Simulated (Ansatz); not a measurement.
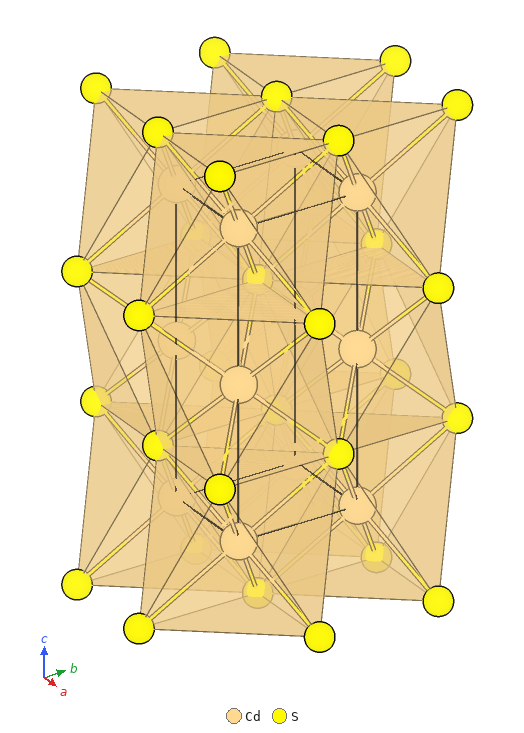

Shown here is a polyhedral view of the crystal, taken slightly off an axis. Thin lines show the conventional unit cell, with boundary atoms drawn in all their periodic places. Some neighbours outside the box are added.

CdS, nickel arsenide (NiAs) type, space group P6_3/mmc (No. 194), a = 3.654 Å, b = 3.654 Å, c = 6.445 Å, α = 90.00°, β = 90.00°, γ = 120.00°. Origin of the cell: a structure type filled with these elements by a generator (whether the compound takes this form wasn't checked). The cell was then strained or its atoms displaced on purpose. A calculation with Ansatz used it as input.

This one geometry was computed with Ansatz (DFT, plane waves, PAW) at three levels of theory: PBE, r2SCAN and HSE06. It was relaxed with r2SCAN and then strained.

Which level gives the highest pressure at this volume, and what does that say about its equilibrium volume?

Answer. Highest: PBE (11.3 GPa), which points to the largest equilibrium volume. Lowest, with the smallest volume: r2SCAN (9.8 GPa) and HSE06 (9.6 GPa). Levels within 0.5 GPa of each other can't be told apart.

How does the band gap change with the level of theory?

Answer. PBE: a gap of 0.69 eV, indirect; r2SCAN: a gap of 1.16 eV, indirect; HSE06: a gap of 1.74 eV, indirect.

Collect the results in a table.

Answer.
| level | cutoff (eV) | k-mesh of the run's cell | gap (eV) | pressure (GPa) |
| --- | --- | --- | --- | --- |
| PBE | 420 | 12×12×4 | 0.69 | 11.3 |
| r2SCAN | 500 | 12×12×4 | 1.16 | 9.8 |
| HSE06 | 420 | 6×6×4 | 1.74 | 9.6 |

Gaps are taken on the k-mesh or band path of each run.
